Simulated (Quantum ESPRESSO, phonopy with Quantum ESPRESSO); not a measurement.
# KCl (Fm-3m): a volume series of phonon spectra, part 7 of 8

Which modes of KCl drive its thermal expansion?

Experimental results on record:
- volume expansion coefficient 111.3 1e-6/K and heat capacity C_P per formula unit 51.7 J/mol/K near room temperature (given in “High-Throughput Prediction of Finite-Temperature Properties using the Quasi-Harmonic Approximation”, 2016, arXiv:1603.06924)
- volume expansion coefficient 114.9 1e-6/K near room temperature (given in “Descriptors for thermal expansion in solids”, 2017, arXiv:1701.03966)

Quantum ESPRESSO 7.5; DFT LDA, scalar-relativistic, plane waves, GBRV ultrasoft pseudopotentials.

So far. Step 16 (Phonons, V/V0 0.985): No mode is imaginary beyond numerical noise along the path. The highest zone-centre mode (no LO–TO term) moved by +3.4 % for a volume change of -1.5 %. Step 16 (Phonons, V/V0 0.985): The time given is that of the 2 pw.x runs on displaced cells behind this step.

### Step 17. Self-consistent run, V/V0 1.03

A tight ground state at this cell gives the energy of this member; its pressure is the stress at this cutoff, which can carry an offset from the finite basis.

This step: DFT LDA, scalar-relativistic, plane waves, GBRV ultrasoft pseudopotentials (Quantum ESPRESSO 7.5).

System of this step: KCl. It takes space group Fm-3m (No. 225, cubic). The conventional cell has a = 6.107 Å, b = 6.107 Å, c = 6.107 Å, α = 90.00°, β = 90.00°, γ = 90.00°. Nearest to K lie 6 Cl at 3.05 Å. Cl has 6 K at 3.05 Å nearest. Farther neighbours and most contacts between anions are not listed.

Input file scf.in:

```
&CONTROL
  calculation = 'scf'
  prefix      = 'x'
  outdir      = './tmp'
  pseudo_dir  = './pseudo'
  tprnfor     = .true.
  tstress     = .true.
/
&SYSTEM
  ibrav       = 0
  nat         = 2
  ntyp        = 2
  ecutwfc     = 40.0
  ecutrho     = 240.0
  occupations = 'fixed'
  nbnd        = 10
/
&ELECTRONS
  conv_thr         = 1.0d-12
  mixing_beta      = 0.7
  electron_maxstep = 100
/
ATOMIC_SPECIES
 K      39.0983  K.upf
 Cl     35.4500  Cl.upf
CELL_PARAMETERS angstrom
     0.000000000    3.053717010    3.053717010
     3.053717010    0.000000000    3.053717010
     3.053717010    3.053717010    0.000000000
ATOMIC_POSITIONS crystal
 K      0.000000000   0.000000000   0.000000000
 Cl     0.500000000   0.500000000   0.500000000
K_POINTS automatic
 6 6 6 0 0 0
```

The run is started by

```console
> OMP_NUM_THREADS=1 mpirun -n 4 pw.x -nk 4 -in scf.in > scf.out
```

What it wrote:

```text
[banner, memory and clock lines left out]
Program PWSCF v.7.5

     Message from routine setup:
     using ibrav=0 with symmetry is DISCOURAGED, use correct ibrav instead

     G-vector sticks info

     bravais-lattice index     =            0
     lattice parameter (alat)  =       8.1610  a.u.
     unit-cell volume          =     384.3377 (a.u.)^3
     number of atoms/cell      =            2
     number of atomic types    =            2
     number of electrons       =        16.00
[...]
Total force =     0.000000     Total SCF correction =     0.000000

     Computing stress (Cartesian axis) and pressure

     negative rho (up, down):  1.384E-02 0.000E+00
          total   stress  (Ry/bohr**3)                   (kbar)     P=      -10.97
  -0.00007455   0.00000000   0.00000000          -10.97        0.00        0.00
   0.00000000  -0.00007455   0.00000000            0.00      -10.97        0.00
   0.00000000   0.00000000  -0.00007455            0.00        0.00      -10.97

     XML data file, charge density, pseudopotentials, collected wavefunctions
[key lines of the parts left out:]
!    total energy              =     -90.54167460 Ry
convergence has been achieved in  20 iterations
```

It took 3.5 s on 4 MPI ranks of AMD EPYC 9R45, shared host.

The run ends at a pressure of -1.10 GPa.

### Step 18. Born charges and dielectric tensor

In a polar crystal the Born charges and ε∞ give the long-range dipole term that a finite supercell misses. They are those of this k-mesh and were not tested on a denser one; where the gap is small they converge slowly, and the LO modes with them.

Input file ph.in:

```
phonons
&INPUTPH
  prefix = 'x'
  outdir = './tmp'
  fildyn = 'x.dyn'
  tr2_ph = 1.0d-18
  epsil  = .true.
/
0.000000000 0.000000000 0.000000000
```

scf.in is that of step 17.

The run is started by

```console
> OMP_NUM_THREADS=1 mpirun -n 4 ph.x -nk 4 -in ph.in > ph.out
```

What it wrote:

```text
[banner, memory and clock lines left out]
Program PHONON v.7.5

     ./tmp/x.save/

     IMPORTANT: XC functional enforced from input :
     Exchange-correlation= PZ
                           (   1   1   0   0   0   0   0)
     Any further DFT definition will be discarded
     Please, verify this is what you really want

     G-vector sticks info

     negative rho (up, down):  1.384E-02 0.000E+00
     Reading collected, re-writing distributed wavefunctions in ./tmp/

     Number and degeneracy of irreps per q-point
       N         xq(1)         xq(2)         xq(3)   N irreps
[...]
freq (    1) =      -0.250870 [THz] =      -8.368117 [cm-1]
     freq (    2) =      -0.250870 [THz] =      -8.368117 [cm-1]
     freq (    3) =      -0.250870 [THz] =      -8.368117 [cm-1]
     freq (    4) =       4.670052 [THz] =     155.776184 [cm-1]
     freq (    5) =       4.670052 [THz] =     155.776184 [cm-1]
     freq (    6) =       4.670052 [THz] =     155.776184 [cm-1]
 **************************************************************************

     Mode symmetry, O_h (m-3m)  point group:

     freq (   1-   3) =         -8.4  [cm-1]   --> T_1u G_15  G_4- I
     freq (   4-   6) =        155.8  [cm-1]   --> T_1u G_15  G_4- I
```

Run time: 21 s. Hardware: 4 MPI ranks.

The Born charges sum to zero within 0.014 e; the rest is removed before use. Acoustic frequencies in this log differ from zero by the error of the sum rule, which ph.x does not impose.

### Step 19. Forces on a displaced cell

One atom (for the harmonic constants) or a pair of atoms (for the cubic ones) is moved by a few hundredths of an ångström; the forces on all atoms give a column of force constants. The threshold is tight because the forces are small.

System of this step: KCl. Symmetry: Imm2, No. 44, orthorhombic system. The conventional cell has a = 8.637 Å, b = 12.215 Å, c = 8.637 Å, α = 90.00°, β = 90.00°, γ = 90.00°. K has 6 Cl at 3.04 to 3.07 Å nearest. Nearest to K lie 6 Cl at 3.05 Å. K has 6 Cl at 3.05 Å nearest. Nearest to Cl lie 6 K at 3.05 Å. Farther neighbours and most contacts between anions are not listed.

Input file disp-00001.in:

```
&CONTROL
  calculation = 'scf'
  prefix      = 'x'
  outdir      = './tmp'
  pseudo_dir  = './pseudo'
  tprnfor     = .true.
  disk_io     = 'none'
/
&SYSTEM
  ibrav       = 0
  nat         = 16
  ntyp        = 2
  ecutwfc     = 40.0
  ecutrho     = 240.0
  occupations = 'fixed'
  nbnd        = 66
/
&ELECTRONS
  conv_thr         = 1.0d-11
  mixing_beta      = 0.7
  electron_maxstep = 100
/
ATOMIC_SPECIES
 K      39.0983  K.upf
 Cl     35.4500  Cl.upf
CELL_PARAMETERS angstrom
     0.000000000    6.107434020    6.107434020
     6.107434020    0.000000000    6.107434020
     6.107434020    6.107434020    0.000000000
ATOMIC_POSITIONS crystal
 K      0.002315561   0.000000000   0.000000000
 K      0.500000000   0.000000000   0.000000000
 K      0.000000000   0.500000000   0.000000000
 K      0.500000000   0.500000000   0.000000000
 K      0.000000000   0.000000000   0.500000000
 K      0.500000000   0.000000000   0.500000000
 K      0.000000000   0.500000000   0.500000000
 K      0.500000000   0.500000000   0.500000000
 Cl     0.250000000   0.250000000   0.250000000
 Cl     0.750000000   0.250000000   0.250000000
 Cl     0.250000000   0.750000000   0.250000000
 Cl     0.750000000   0.750000000   0.250000000
 Cl     0.250000000   0.250000000   0.750000000
 Cl     0.750000000   0.250000000   0.750000000
 Cl     0.250000000   0.750000000   0.750000000
 Cl     0.750000000   0.750000000   0.750000000
K_POINTS automatic
 3 3 3 0 0 0
```

The run is started by

```console
> OMP_NUM_THREADS=1 mpirun -n 2 pw.x -nk 2 -in disp-00001.in > disp-00001.out
```

What it wrote:

```text
[banner, memory and clock lines left out]
Program PWSCF v.7.5

     Message from routine setup:
     using ibrav=0 with symmetry is DISCOURAGED, use correct ibrav instead

     G-vector sticks info

     bravais-lattice index     =            0
     lattice parameter (alat)  =      16.3220  a.u.
     unit-cell volume          =    3074.7014 (a.u.)^3
     number of atoms/cell      =           16
     number of atomic types    =            2
     number of electrons       =       128.00
[...]
atom    1 type  1   force =    -0.00000000   -0.00127107   -0.00127107
     atom    2 type  1   force =     0.00000000    0.00026244    0.00026244
     atom    3 type  1   force =     0.00018698   -0.00002451    0.00007556
[...]
atom   15 type  2   force =     0.00000078    0.00003958    0.00003958
     atom   16 type  2   force =     0.00000069   -0.00002004   -0.00002004

     Total force =     0.002057     Total SCF correction =     0.000000
     Message from routine punch:
     Nothing written, as per user request (disk_io='none')
[key lines of the parts left out:]
!    total energy              =    -724.33337033 Ry
convergence has been achieved in  19 iterations
```

The job ended after 2 min (2 MPI ranks).

### Step 20. Lattice dynamics at this volume, V/V0 1.03

This step: DFT LDA, scalar-relativistic, plane waves, GBRV ultrasoft pseudopotentials (phonopy with Quantum ESPRESSO 4.10.0 / 7.5).

Run time: 2 min. Hardware: 4 threads.

No mode is imaginary beyond numerical noise along the path. The highest zone-centre mode (no LO–TO term) moved by -6.6 % for a volume change of +3.0 %.

The time given is that of the 2 pw.x runs on displaced cells behind this step.

### Step 21. Ground state at this cell, V/V0 0.97

A tight ground state at this cell gives the energy of this member; its pressure is the stress at this cutoff, which can carry an offset from the finite basis.

This step: DFT LDA, scalar-relativistic, plane waves, GBRV ultrasoft pseudopotentials (Quantum ESPRESSO 7.5).

System of this step: KCl. The structure is cubic, space group Fm-3m (No. 225). The conventional cell has a = 5.986 Å, b = 5.986 Å, c = 5.986 Å, α = 90.00°, β = 90.00°, γ = 90.00°. Nearest to K lie 6 Cl at 2.99 Å. Nearest to Cl lie 6 K at 2.99 Å. Farther neighbours and most contacts between anions are not listed.

scf.in, as its differences from that of step 18:

```diff
@@ -26,5 +26,5 @@
 CELL_PARAMETERS angstrom
-     0.000000000    3.053717010    3.053717010
-     3.053717010    0.000000000    3.053717010
-     3.053717010    3.053717010    0.000000000
+     0.000000000    2.993231393    2.993231393
+     2.993231393    0.000000000    2.993231393
+     2.993231393    2.993231393    0.000000000
 ATOMIC_POSITIONS crystal
```

The run is started by

```console
> OMP_NUM_THREADS=1 mpirun -n 4 pw.x -nk 4 -in scf.in > scf.out
```

What it wrote:

```text
[banner, memory and clock lines left out]
Program PWSCF v.7.5

     Message from routine setup:
     using ibrav=0 with symmetry is DISCOURAGED, use correct ibrav instead

     G-vector sticks info

     bravais-lattice index     =            0
     lattice parameter (alat)  =       7.9993  a.u.
     unit-cell volume          =     361.9491 (a.u.)^3
     number of atoms/cell      =            2
     number of atomic types    =            2
     number of electrons       =        16.00
[...]
Total force =     0.000000     Total SCF correction =     0.000000

     Computing stress (Cartesian axis) and pressure

     negative rho (up, down):  1.409E-02 0.000E+00
          total   stress  (Ry/bohr**3)                   (kbar)     P=        4.34
   0.00002952  -0.00000000  -0.00000000            4.34       -0.00       -0.00
  -0.00000000   0.00002952   0.00000000           -0.00        4.34        0.00
   0.00000000   0.00000000   0.00002952            0.00        0.00        4.34

     XML data file, charge density, pseudopotentials, collected wavefunctions
[key lines of the parts left out:]
!    total energy              =     -90.54112213 Ry
convergence has been achieved in  11 iterations
```

The job ended after 2.8 s (4 MPI ranks).

The run ends at a pressure of 0.43 GPa.

### Step 22. Born charges and dielectric tensor

In a polar crystal the Born charges and ε∞ give the long-range dipole term that a finite supercell misses. They are those of this k-mesh and were not tested on a denser one; where the gap is small they converge slowly, and the LO modes with them.

ph.in is that of step 18.

scf.in is that of step 21.

The run is started by

```console
> OMP_NUM_THREADS=1 mpirun -n 4 ph.x -nk 4 -in ph.in > ph.out
```

What it wrote:

```text
[banner, memory and clock lines left out]
Program PHONON v.7.5

     ./tmp/x.save/

     IMPORTANT: XC functional enforced from input :
     Exchange-correlation= PZ
                           (   1   1   0   0   0   0   0)
     Any further DFT definition will be discarded
     Please, verify this is what you really want

     G-vector sticks info

     negative rho (up, down):  1.409E-02 0.000E+00
     Reading collected, re-writing distributed wavefunctions in ./tmp/

     Number and degeneracy of irreps per q-point
       N         xq(1)         xq(2)         xq(3)   N irreps
[...]
freq (    1) =      -0.248997 [THz] =      -8.305659 [cm-1]
     freq (    2) =      -0.248997 [THz] =      -8.305659 [cm-1]
     freq (    3) =      -0.248997 [THz] =      -8.305659 [cm-1]
     freq (    4) =       5.346711 [THz] =     178.347087 [cm-1]
     freq (    5) =       5.346711 [THz] =     178.347087 [cm-1]
     freq (    6) =       5.346711 [THz] =     178.347087 [cm-1]
 **************************************************************************

     Mode symmetry, O_h (m-3m)  point group:

     freq (   1-   3) =         -8.3  [cm-1]   --> T_1u G_15  G_4- I
     freq (   4-   6) =        178.3  [cm-1]   --> T_1u G_15  G_4- I
```

Wall time 19 s (4 MPI ranks).

ε∞:

```
2.57 0.00 0.00
0.00 2.57 0.00
0.00 0.00 2.57
```

The Born charges sum to zero within 0.014 e; the rest is removed before use. Acoustic frequencies in this log differ from zero by the error of the sum rule, which ph.x does not impose.

### Step 23. Forces on a displaced cell

One atom (for the harmonic constants) or a pair of atoms (for the cubic ones) is moved by a few hundredths of an ångström; the forces on all atoms give a column of force constants. The threshold is tight because the forces are small.

System of this step: KCl. The structure is orthorhombic, space group Imm2 (No. 44). The conventional cell has a = 8.466 Å, b = 11.973 Å, c = 8.466 Å, α = 90.00°, β = 90.00°, γ = 90.00°. Nearest to K lie 6 Cl at 2.98 to 3.01 Å. Nearest to K lie 6 Cl at 2.99 Å. K has 6 Cl at 2.99 Å nearest. Nearest to Cl lie 6 K at 2.99 Å. Farther neighbours and most contacts between anions are not listed.

disp-00001.in, as its differences from that of step 19:

```diff
@@ -26,7 +26,7 @@
 CELL_PARAMETERS angstrom
-     0.000000000    6.107434020    6.107434020
-     6.107434020    0.000000000    6.107434020
-     6.107434020    6.107434020    0.000000000
+     0.000000000    5.986462786    5.986462786
+     5.986462786    0.000000000    5.986462786
+     5.986462786    5.986462786    0.000000000
 ATOMIC_POSITIONS crystal
- K      0.002315561   0.000000000   0.000000000
+ K      0.002362353   0.000000000   0.000000000
  K      0.500000000   0.000000000   0.000000000
```

The run is started by

```console
> OMP_NUM_THREADS=1 mpirun -n 2 pw.x -nk 2 -in disp-00001.in > disp-00001.out
```

What it wrote:

```text
[banner, memory and clock lines left out]
Program PWSCF v.7.5

     Message from routine setup:
     using ibrav=0 with symmetry is DISCOURAGED, use correct ibrav instead

     G-vector sticks info

     bravais-lattice index     =            0
     lattice parameter (alat)  =      15.9987  a.u.
     unit-cell volume          =    2895.5926 (a.u.)^3
     number of atoms/cell      =           16
     number of atomic types    =            2
     number of electrons       =       128.00
[...]
atom    1 type  1   force =     0.00000000   -0.00159032   -0.00159032
     atom    2 type  1   force =    -0.00000000    0.00028368    0.00028368
     atom    3 type  1   force =     0.00019799   -0.00002749    0.00008563
[...]
atom   15 type  2   force =     0.00000308    0.00002605    0.00002605
     atom   16 type  2   force =     0.00000068   -0.00002093   -0.00002093

     Total force =     0.002599     Total SCF correction =     0.000001
     Message from routine punch:
     Nothing written, as per user request (disk_io='none')
[key lines of the parts left out:]
!    total energy              =    -724.32893349 Ry
convergence has been achieved in  22 iterations
```

Elapsed: 2 min, on 2 MPI ranks; 4.1 min of CPU time.

### Step 24. Lattice dynamics at this volume, V/V0 0.97

This step: DFT LDA, scalar-relativistic, plane waves, GBRV ultrasoft pseudopotentials (phonopy with Quantum ESPRESSO 4.10.0 / 7.5).

Run time: 2.2 min. Hardware: 4 threads; 8.6 min of CPU time.

Phonopy, LO-TO term from ph.x's tensors. Phonon branches along the path, in cm⁻¹:

| point | branch 1 | branch 2 | branch 3 | branch 4 | branch 5 | branch 6 |
| --- | --- | --- | --- | --- | --- | --- |
| Γ | 0 | 0 | 0 | 178 | 178 | 235 |
| X | 52 | 52 | 102 | 184 | 184 | 191 |
| U | 82 | 91 | 107 | 171 | 178 | 191 |
| jump to K | 82 | 91 | 107 | 171 | 178 | 191 |
| Γ | 0 | 0 | 0 | 178 | 178 | 235 |
| L | 128 | 128 | 138 | 138 | 168 | 177 |
| W | 81 | 81 | 138 | 141 | 190 | 190 |
| X | 52 | 52 | 102 | 184 | 184 | 191 |

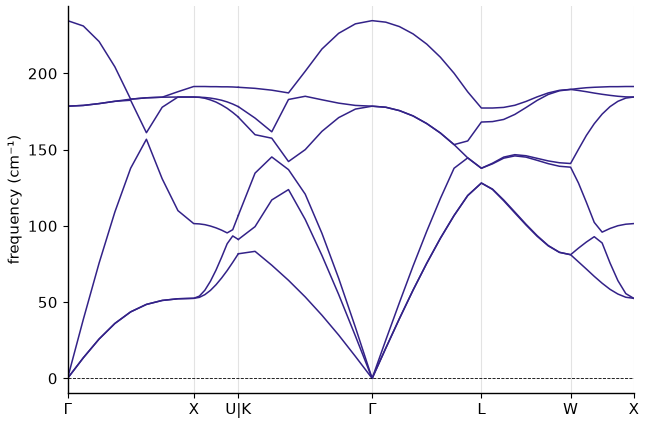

Phonon branches along the path.

No mode is imaginary beyond numerical noise along the path. The highest zone-centre mode (no LO–TO term) moved by +6.9 % for a volume change of -3.0 %.

The time given is that of the 2 pw.x runs on displaced cells behind this step.

### Step 25. Self-consistent run, V/V0 1.05

A tight ground state at this cell gives the energy of this member; its pressure is the stress at this cutoff, which can carry an offset from the finite basis.

This step: DFT LDA, scalar-relativistic, plane waves, GBRV ultrasoft pseudopotentials (Quantum ESPRESSO 7.5).

System of this step: KCl. The structure is cubic, space group Fm-3m (No. 225). The conventional cell has a = 6.147 Å, b = 6.147 Å, c = 6.147 Å, α = 90.00°, β = 90.00°, γ = 90.00°. Nearest to K lie 6 Cl at 3.07 Å. Cl has 6 K at 3.07 Å nearest. Farther neighbours and most contacts between anions are not listed.

scf.in, as its differences from that of step 22:

```diff
@@ -26,5 +26,5 @@
 CELL_PARAMETERS angstrom
-     0.000000000    2.993231393    2.993231393
-     2.993231393    0.000000000    2.993231393
-     2.993231393    2.993231393    0.000000000
+     0.000000000    3.073355601    3.073355601
+     3.073355601    0.000000000    3.073355601
+     3.073355601    3.073355601    0.000000000
 ATOMIC_POSITIONS crystal
```

The run is started by

```console
> OMP_NUM_THREADS=1 mpirun -n 4 pw.x -nk 4 -in scf.in > scf.out
```

What it wrote:

```text
[banner, memory and clock lines left out]
Program PWSCF v.7.5

     Message from routine setup:
     using ibrav=0 with symmetry is DISCOURAGED, use correct ibrav instead

     G-vector sticks info

     bravais-lattice index     =            0
     lattice parameter (alat)  =       8.2135  a.u.
     unit-cell volume          =     391.8005 (a.u.)^3
     number of atoms/cell      =            2
     number of atomic types    =            2
     number of electrons       =        16.00
[...]
Total force =     0.000000     Total SCF correction =     0.000000

     Computing stress (Cartesian axis) and pressure

     negative rho (up, down):  1.395E-02 0.000E+00
          total   stress  (Ry/bohr**3)                   (kbar)     P=      -14.95
  -0.00010164  -0.00000000  -0.00000000          -14.95       -0.00       -0.00
  -0.00000000  -0.00010164   0.00000000           -0.00      -14.95        0.00
  -0.00000000   0.00000000  -0.00010164           -0.00        0.00      -14.95

     XML data file, charge density, pseudopotentials, collected wavefunctions
[key lines of the parts left out:]
!    total energy              =     -90.54137953 Ry
convergence has been achieved in  14 iterations
```

The job ended after 2.9 s (4 MPI ranks).

The run ends at a pressure of -1.49 GPa.

### Step 26. Zone-centre response

In a polar crystal the Born charges and ε∞ give the long-range dipole term that a finite supercell misses. They are those of this k-mesh and were not tested on a denser one; where the gap is small they converge slowly, and the LO modes with them.

ph.in is that of step 22.

scf.in is that of step 25.

The run is started by

```console
> OMP_NUM_THREADS=1 mpirun -n 4 ph.x -nk 4 -in ph.in > ph.out
```

What it wrote:

```text
[banner, memory and clock lines left out]
Program PHONON v.7.5

     ./tmp/x.save/

     IMPORTANT: XC functional enforced from input :
     Exchange-correlation= PZ
                           (   1   1   0   0   0   0   0)
     Any further DFT definition will be discarded
     Please, verify this is what you really want

     G-vector sticks info

     negative rho (up, down):  1.395E-02 0.000E+00
     Reading collected, re-writing distributed wavefunctions in ./tmp/

     Number and degeneracy of irreps per q-point
       N         xq(1)         xq(2)         xq(3)   N irreps
[...]
freq (    1) =      -0.225067 [THz] =      -7.507423 [cm-1]
     freq (    2) =      -0.225067 [THz] =      -7.507423 [cm-1]
     freq (    3) =      -0.225067 [THz] =      -7.507423 [cm-1]
     freq (    4) =       4.459288 [THz] =     148.745844 [cm-1]
     freq (    5) =       4.459288 [THz] =     148.745844 [cm-1]
     freq (    6) =       4.459288 [THz] =     148.745844 [cm-1]
 **************************************************************************

     Mode symmetry, O_h (m-3m)  point group:

     freq (   1-   3) =         -7.5  [cm-1]   --> T_1u G_15  G_4- I
     freq (   4-   6) =        148.7  [cm-1]   --> T_1u G_15  G_4- I
```

Run time: 21 s. Hardware: 4 MPI ranks; 83 s of CPU time.

ε∞:

```
2.47 0.00 0.00
0.00 2.47 0.00
0.00 0.00 2.47
```

The Born charges sum to zero within 0.014 e; the rest is removed before use. Acoustic frequencies in this log differ from zero by the error of the sum rule, which ph.x does not impose.

[end of part 7 of 8]

[Logs are printed without paths, hosts, clocks, repeated set-up lines and the standing remarks that a program may print on its own settings, such as how far it seeks lower states.]

[Hosts, paths, dates, database ids (printed as entryN), source tags and the programs' standing remarks are cut or masked in the printed files.]

[A step with changed settings may run another functional than the one named; its input shows which.]

[Of the runs on displaced cells, only some may be shown.]
